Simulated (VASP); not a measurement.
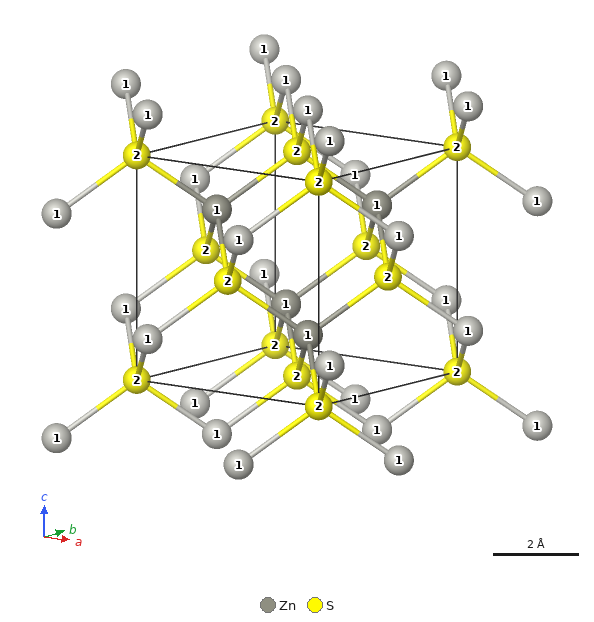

Fig. 1: The starting structure (ball-and-stick view of the cell 4 times as large as that of the calculation, set on its symmetry axes, seen at an oblique angle; neighbours outside the cell are drawn fainter; atoms are numbered from 1 in the order of the input). Near neighbours in the crystal (not all of them lie inside the picture): Zn has 4 S at 2.34 Å; S has 4 Zn at 2.34 Å.

**ZnS: geometry relaxation (part 1 of 2)**

The run: geometry relaxation of ZnS (F-43m, 2 atoms in the cell). Method and program: Kohn-Sham DFT of a periodic cell, PBE with D3(BJ), VASP PAW PBE potentials, recommended, no spin polarisation (VASP 6.6.1).

The structure derives from an entry of the Crystallography Open Database.

INCAR
```
SYSTEM = ZnS
PREC = Accurate ; ENCUT = 600
EDIFF = 1E-6 ; ISMEAR = 0
SIGMA = 0.03 ; LREAL = .FALSE.
LASPH = .TRUE. ; NELM = 80
ALGO = Normal ; ISIF = 3
LWAVE = .FALSE. ; LCHARG = .FALSE.
GGA = PE ; IVDW = 12
IBRION = 2 ; NSW = 90
EDIFFG = -0.01
```

KPOINTS
```
regular mesh
0
G
  10 10 10
  0 0 0
```

POSCAR
```
ZnS
1.0
    0.0000000000      2.7020000000      2.7020000000
    2.7020000000      0.0000000000      2.7020000000
    2.7020000000      2.7020000000      0.0000000000
Zn S
1 1
Direct
    0.2500000000      0.2500000000      0.2500000000
    0.0000000000      0.0000000000      0.0000000000
```

Hardware: 1 thread of Intel Xeon (Granite Rapids), 64 GiB of memory available, shared host.

Launched with:
```bash
cat potpaw_PBE.64/Zn/POTCAR potpaw_PBE.64/S/POTCAR > POTCAR
mpirun -np 1 vasp_std > vasp.out
```

OSZICAR
```
N       E                     dE             d eps       ncg     rms          rms(c)
DAV:   1     0.881407740699E+02    0.88141E+02   -0.96057E+03  1222   0.180E+03
DAV:   2    -0.859976816144E+00   -0.89001E+02   -0.85008E+02  1325   0.305E+02
DAV:   3    -0.718970139788E+01   -0.63297E+01   -0.62869E+01  1502   0.744E+01
DAV:   4    -0.727364730716E+01   -0.83946E-01   -0.83904E-01  1387   0.907E+00
DAV:   5    -0.727475468879E+01   -0.11074E-02   -0.11073E-02  1487   0.104E+00    0.686E+00
DAV:   6    -0.686359291444E+01    0.41116E+00   -0.95879E-01  1818   0.370E+01    0.536E+00
DAV:   7    -0.684751746254E+01    0.16075E-01   -0.34183E-01  1272   0.575E+00    0.273E+00
DAV:   8    -0.684688565912E+01    0.63180E-03   -0.55298E-03  1427   0.723E-01    0.803E-01
DAV:   9    -0.684716339767E+01   -0.27774E-03   -0.11246E-03  1385   0.320E-01    0.119E-01
DAV:  10    -0.684730374618E+01   -0.14035E-03   -0.13819E-04  1382   0.131E-01    0.588E-02
DAV:  11    -0.684732468818E+01   -0.20942E-04   -0.34111E-05  1347   0.787E-02    0.718E-03
DAV:  12    -0.684732562429E+01   -0.93611E-06   -0.27599E-06  1421   0.189E-02
   1 F= -.74637030E+01 E0= -.74637030E+01  d E =-.746370E+01
       N       E                     dE             d eps       ncg     rms          rms(c)
DAV:   1    -0.689543396754E+01   -0.48109E-01   -0.74213E-01  1447   0.202E+01    0.177E+00
DAV:   2    -0.684437999741E+01    0.51054E-01   -0.19104E-01  1457   0.152E+01    0.673E-01
DAV:   3    -0.683855683198E+01    0.58232E-02   -0.74342E-03  1422   0.118E+00    0.302E-01
DAV:   4    -0.683715179235E+01    0.14050E-02   -0.11169E-03  1467   0.536E-01    0.165E-01
DAV:   5    -0.683693722081E+01    0.21457E-03   -0.22616E-04  1862   0.309E-01    0.430E-02
DAV:   6    -0.683692462584E+01    0.12595E-04   -0.67530E-05  1357   0.990E-02    0.133E-02
DAV:   7    -0.683692444592E+01    0.17992E-06   -0.30033E-06  1332   0.191E-02
   2 F= -.74652672E+01 E0= -.74652672E+01  d E =-.156425E-02
       N       E                     dE             d eps       ncg     rms          rms(c)
DAV:   1    -0.684234416387E+01   -0.54195E-02   -0.34610E-02  1447   0.448E+00    0.376E-01
DAV:   2    -0.684001616637E+01    0.23280E-02   -0.81650E-03  1452   0.285E+00    0.146E-01
DAV:   3    -0.683973893241E+01    0.27723E-03   -0.31928E-04  1287   0.172E-01    0.658E-02
DAV:   4    -0.683967175169E+01    0.67181E-04   -0.34710E-05  1453   0.952E-02    0.326E-02
DAV:   5    -0.683965971029E+01    0.12041E-04   -0.10257E-05  1843   0.682E-02    0.671E-03
DAV:   6    -0.683965949037E+01    0.21992E-06   -0.34094E-06  1027   0.243E-02
   3 F= -.74654031E+01 E0= -.74654031E+01  d E =-.170017E-02
```

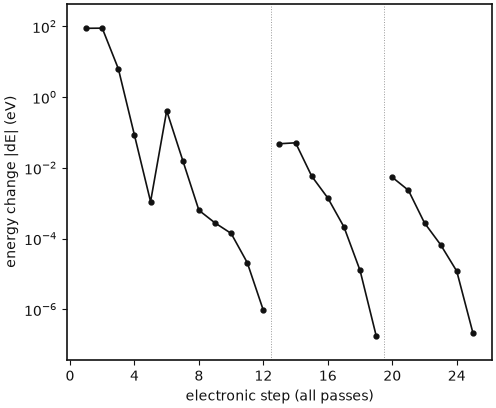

Fig. 2: Convergence of the self-consistent field: energy change |dE| against the electronic step. Each stretch between dotted lines is the SCF of one geometry step of a relaxation. The 3 ionic steps take 6 to 12 electronic steps each. The density is held fixed in the first few steps, and dE rises again when its update begins.

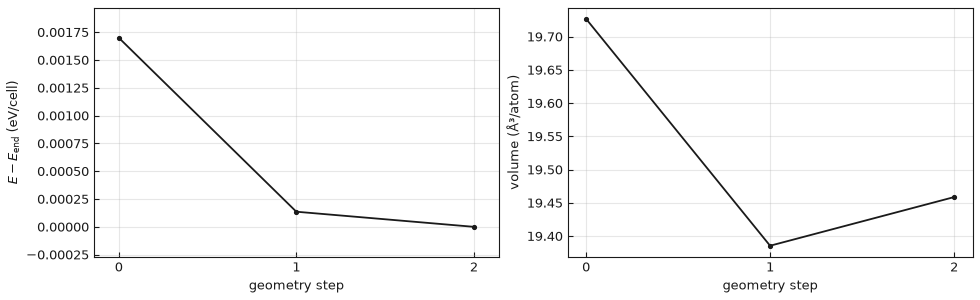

Fig. 3: Progress of the relaxation, step by step (steps are counted from 0). The energy falls by 1.7 meV per cell of the calculation in 2 geometry steps. All forces vanish by symmetry, so only the cell relaxes. The atoms keep their places relative to the cell (all moves are under 0.005 Å). 

Parts of OUTCAR
```
SYSTEM = ZnS
   PREC = Accurate
   ENCUT = 600
   EDIFF = 1E-6
   ISMEAR = 0
   LREAL = .FALSE.
   LASPH = .TRUE.
   NELM = 80
   ISIF = 3
   GGA = PE
   IVDW = 12
   IBRION = 2
   NSW = 90
   EDIFFG = -0.01
 IVDW          = 12
 VDW_S6        =  1.00000000  s6, scaling of the dipole-dipole dispersion
 VDW_S8        =  0.78750002  s8, scaling of the dipole-quadrupole dispersion
 VDW_A1        =  0.42890000  a1, scaling of the critical radii
 VDW_A2        =  4.44070005  a2, offset of the critical radii
 VDW_RADIUS    = 50.20216178  two-body interaction cutoff (in Angstroms)
 VDW_CNRADIUS  = 21.16708996  CN, coordination number cutoff (in Angstroms)

 ion  position               nearest neighbor table
   1  0.250  0.250  0.250-   2 2.34   2 2.34   2 2.34   2 2.34
   2  0.000  0.000  0.000-   1 2.34   1 2.34   1 2.34   1 2.34

  LATTYP: Found a face centered cubic cell.
 ALAT       =     5.4040000000

  Lattice vectors:

 A1 = (   0.0000000000,   2.7020000000,   2.7020000000)
 A2 = (   2.7020000000,   0.0000000000,   2.7020000000)
 A3 = (   2.7020000000,   2.7020000000,   0.0000000000)

Analysis of symmetry for initial positions (statically):
=====================================================================
 Subroutine PRICEL returns:
 Original cell was already a primitive cell.

 Routine SETGRP: Setting up the symmetry group for a
 face centered cubic supercell.

 Subroutine GETGRP returns: Found 24 space group operations
 (whereof 24 operations were pure point group operations)
 out of a pool of 48 trial point group operations.

The static configuration has the point symmetry T_d .

Analysis of symmetry for dynamics (positions and initial velocities):
=====================================================================
 Subroutine PRICEL returns:
 Original cell was already a primitive cell.

 Routine SETGRP: Setting up the symmetry group for a
 face centered cubic supercell.

 Subroutine GETGRP returns: Found 24 space group operations
 (whereof 24 operations were pure point group operations)
 out of a pool of 48 trial point group operations.

The dynamic configuration has the point symmetry T_d .

 Subroutine INISYM returns: Found 24 space group operations
 (whereof 24 operations are pure point group operations),
 and found     1 'primitive' translations

----------------------------------------------------------------------------------------

                                     Primitive cell

  volume of cell :      39.4535

  direct lattice vectors                    reciprocal lattice vectors
     0.000000000  2.702000000  2.702000000    -0.185048113  0.185048113  0.185048113
     2.702000000  0.000000000  2.702000000     0.185048113 -0.185048113  0.185048113
     2.702000000  2.702000000  0.000000000     0.185048113  0.185048113 -0.185048113

  length of vectors
     3.821205046  3.821205046  3.821205046     0.320512733  0.320512733  0.320512733

  position of ions in fractional coordinates (direct lattice)
     0.250000000  0.250000000  0.250000000
     0.000000000  0.000000000  0.000000000

  ion indices of the primitive-cell ions
   primitive index   ion index
                 1           1
                 2           2

----------------------------------------------------------------------------------------

 KPOINTS: regular mesh

Automatic generation of k-mesh.
 Grid dimensions read from file:
 generate k-points for:   10   10   10

 Generating k-lattice:

  Cartesian coordinates                     Fractional coordinates (reciprocal lattice)
    -0.018504811  0.018504811  0.018504811     0.100000000  0.000000000  0.000000000
     0.018504811 -0.018504811  0.018504811     0.000000000  0.100000000  0.000000000
     0.018504811  0.018504811 -0.018504811     0.000000000  0.000000000  0.100000000

  Length of vectors
     0.032051273  0.032051273  0.032051273

  Shift w.r.t. Gamma in fractional coordinates (k-lattice)
     0.000000000  0.000000000  0.000000000

 Subroutine IBZKPT returns following result:
 ===========================================

 Found     47 irreducible k-points:

 Following reciprocal coordinates:
            Coordinates               Weight
  0.000000  0.000000  0.000000      1.000000
  0.100000  0.000000  0.000000      8.000000
  0.200000  0.000000  0.000000      8.000000
  0.300000  0.000000  0.000000      8.000000
  0.400000  0.000000  0.000000      8.000000
  0.500000  0.000000  0.000000      4.000000
  0.100000  0.100000  0.000000      6.000000
  0.200000  0.100000  0.000000     24.000000
  0.300000  0.100000  0.000000     24.000000
  0.400000  0.100000  0.000000     24.000000
  0.500000  0.100000  0.000000     24.000000
 -0.400000  0.100000  0.000000     24.000000
 -0.300000  0.100000  0.000000     24.000000
 -0.200000  0.100000  0.000000     24.000000
 -0.100000  0.100000  0.000000     12.000000
  0.200000  0.200000  0.000000      6.000000
  0.300000  0.200000  0.000000     24.000000
  0.400000  0.200000  0.000000     24.000000
  0.500000  0.200000  0.000000     24.000000
 -0.400000  0.200000  0.000000     24.000000
 -0.300000  0.200000  0.000000     24.000000
 -0.200000  0.200000  0.000000     12.000000
  0.300000  0.300000  0.000000      6.000000
  0.400000  0.300000  0.000000     24.000000
 [... further k-points ...]
   k-points           NKPTS =     47   k-points in BZ     NKDIM =     47   number of bands    NBANDS=     13
   number of dos      NEDOS =    301   number of ions     NIONS =      2
   total plane-waves  NPLWV =  32768
   dimension x,y,z NGX =    32 NGY =   32 NGZ =   32
   dimension x,y,z NGXF=    64 NGYF=   64 NGZF=   64
   ions per type =               1   1
   NGX,Y,Z   is equivalent  to a cutoff of  13.92, 13.92, 13.92 a.u.
   NGXF,Y,Z  is equivalent  to a cutoff of  27.84, 27.84, 27.84 a.u.
 SYSTEM =  ZnS
   PREC   = accura    normal or accurate (medium, high low for compatibility)
   ISTART =      0    job   : 0-new  1-cont  2-samecut
   ICHARG =      2    charge: 1-file 2-atom 10-const
   ISPIN  =      1    spin polarized calculation?
   LNONCOLLINEAR =      F non collinear calculations
   LSORBIT =      F    spin-orbit coupling
   LASPH  =      T    aspherical Exc in radial PAW
   ENCUT  =  600.0 eV  44.10 Ry    6.64 a.u.   7.63  7.63  7.63*2*pi/ulx,y,z
   NELM   =     80;   NELMIN=  2; NELMDL= -5     # of ELM steps
   EDIFF  = 0.1E-05   stopping-criterion for ELM
   LREAL  =      F    real-space projection
   EDIFFG = -.1E-01   stopping-criterion for IOM
   NSW    =     90    number of steps for IOM
   IBRION =      2    ionic relax: 0-MD 1-quasi-New 2-CG
   NFREE  =      1    steps in history (QN), initial steepest desc. (CG)
   ISIF   =      3    stress and relaxation
   ISYM   =      2    0-nonsym 1-usesym 2-fastsym
   POTIM  = 0.5000    time-step for ionic-motion
   TEBEG  =    0.0;   TEEND  =   0.0 temperature during run
   PSTRESS=    0.0 pullay stress
   NELECT =      18.0000    total number of electrons
   NUPDOWN=      -1.0000    fix difference up-down
   EMIN   =  10.00;   EMAX   =-10.00  energy-range for DOS
   EFERMI =   0.00;   METHOD = LEGACY
   ISMEAR =     0;   SIGMA  =   0.03  broadening in eV -4-tet -1-fermi 0-gaus
   EFERMI_NEDOS =   21; number of points for ismear=-14 and -15
   IALGO  =     38    algorithm
   IMIX   =      4    mixing-type and parameters
     AMIX     =   0.40;   BMIX     =  1.00
     AMIX_MAG =   1.60;   BMIX_MAG =  1.00
  volume/ion in A,a.u.               =      19.73       133.12
  Fermi-wavevector in a.u.,A,eV,Ry     =   1.260290  2.381602 21.610537  1.588330
  Thomas-Fermi vector in A             =   2.393807
   LORBIT       =      0    0 simple, 1 ext, 2 COOP (PROOUT), +10 PAW based schemes
   GGA     = PE    functional components
   LHFCALC =     F    Hartree Fock is set to
   AEXX    =    0.0000 exact exchange contribution
   IVDW    =    12    specifies the selected vdW correction
   LEPSILON=     F    determine dielectric tensor
   LRPA    =     F    only Hartree local field effects (RPA)
 conjugate gradient relaxation of ions
 non-spin polarized calculation
 Gauss-broadening in eV      SIGMA  =   0.03
  energy-cutoff  :      600.00
  volume of cell :       39.45
```
